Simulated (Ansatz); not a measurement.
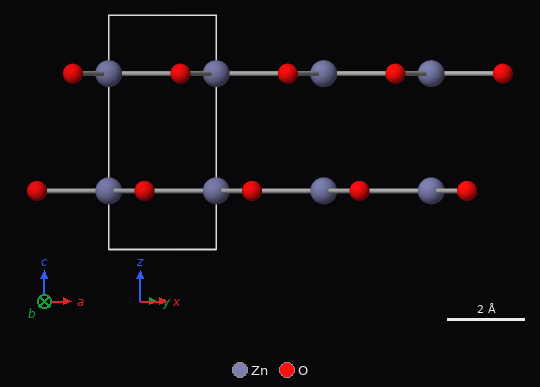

A crystal of ZnO (P6_3/mmc): the ratio of the cell's length along z to its lengths across, counted as 1 for the reference, is changed at fixed volume (a c/a path), with the atoms kept at their fractional coordinates. x, y and z are the Cartesian axes of the input. The picture shows the reference cell. The picture is a ball-and-stick view of the cell of the calculation, repeated 3 × 2 × 1 with one cell outlined, seen along the b axis.

Theory: Ansatz 0.2.0, DFT PBE+D3(BJ), scalar-relativistic, plane waves, PAW. (plane-wave cutoff 420 eV; k-point mesh 12 × 12 × 6; occupations gaussian; smearing width 0.05 eV; no spin polarisation). Energies (free energies at the smearing named) are counted from the relaxed crystal.

The input:
```yaml
crystal:
  lattice:
    - [3.2662751495, 0.0, 0.0]
    - [-1.6331375747, 2.8286772553, 0.0]
    - [0.0, 0.0, 6.1688483439]
  atoms:
    - { symbol: Zn, position: [0.0, 0.0, 0.75] }
    - { symbol: Zn, position: [0.0, 0.0, 0.25] }
    - { symbol: O, position: [0.3333333333, 0.6666666667, 0.25] }
    - { symbol: O, position: [0.6666666667, 0.3333333333, 0.75] }
basis:
  ecutwfc: 420
kpoints:
  mp_grid: { grid: [12, 12, 6] }
hamiltonian:
  xc: pbe
  dispersion: d3bj
scf:
  occupations: { method: gaussian, width: 0.05 }
output:
  forces: true
  stress: true
  eigenvalues: true
  write_density: true
  write_potential: true
  elf: true
  volumetric_format: npy
```

Run as
```bash
ansatz run input.yaml --threads 1 --pin off --max-ram 2560MiB --backend cpu --events-out ev --progress --plain --runs-dir out
```

Predict the energy profile (the relative ratio: 0.80, 0.85, 0.92, 0.96, 1.00, 1.05, 1.10, 1.20, 1.30).

Answer.
| axial ratio over its reference value | E − E(ref) (meV/atom) |
| --- | --- |
| 0.80 | 221 |
| 0.85 | 121 |
| 0.92 | 33 |
| 0.96 | 8 |
| 1.00 | 0 |
| 1.05 | 13 |
| 1.10 | 50 |
| 1.20 | 193 |
| 1.30 | 423 |

Of the computed points the lowest is at the relative ratio 1.00, 0 meV/atom. The distortion keeps the space group P6_3/mmc. At the relative ratio 1.30 the cell of the drawing goes a 3.266 → 2.993 Å, b 3.266 → 2.993 Å, c 6.169 → 7.348 Å. The band gap on the mesh, 0.70 eV in the reference, closes at 0.80.

The computed profile:

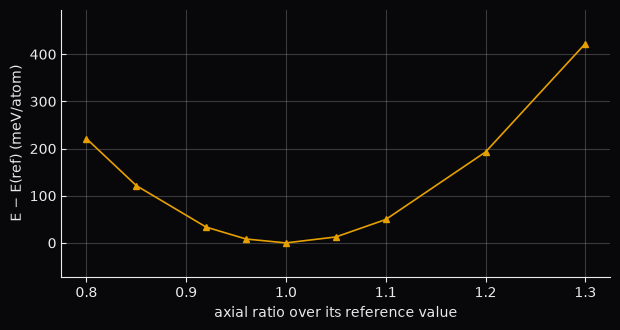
